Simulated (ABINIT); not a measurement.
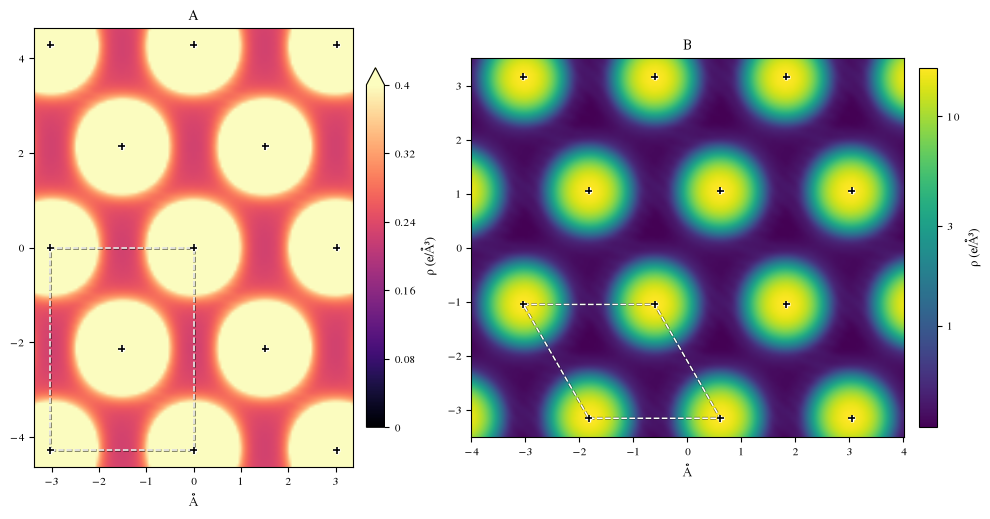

The valence charge density (pseudo) of 2 systems, each on a plane through atoms (crosses mark nuclei in the plane).

Computed with ABINIT, Kohn-Sham DFT of a periodic cell, PBEsol, JTH PAW PBE v2.0.

System 1: Fe, the (001) plane of the conventional cell. Space group P6₃/mmc; a structure from a database of computed crystals, not necessarily the ambient phase; computed pressure about −9 GPa in this cell; spin-polarised.

```
Fe
1.0
     2.43416    0.00000    0.00000
    -1.21708    2.10804    0.00000
     0.00000    0.00000    3.84193
Fe
2
Direct
  0.66667 0.33333 0.75000
  0.33333 0.66667 0.25000
```

System 2: V, the (11̄0) plane of the conventional cell. Space group Im-3m; computed pressure about −11 GPa in this cell; spin-polarised.

```
V
1.0
     3.02870    0.00000    0.00000
     0.00000    3.02870    0.00000
     0.00000    0.00000    3.02870
V
2
Direct
  0.00000 0.00000 0.00000
  0.50000 0.50000 0.50000
```

Question: Which map belongs to which system?

Answer: Panel A is system 2, V: the plane holds V. V–V (2.62 Å): ρ at the midpoint is about 0.28 e/Å³. Panel B is system 1, Fe: the plane holds Fe. Fe–Fe (2.43 Å): ρ at the midpoint is about 0.41 e/Å³.
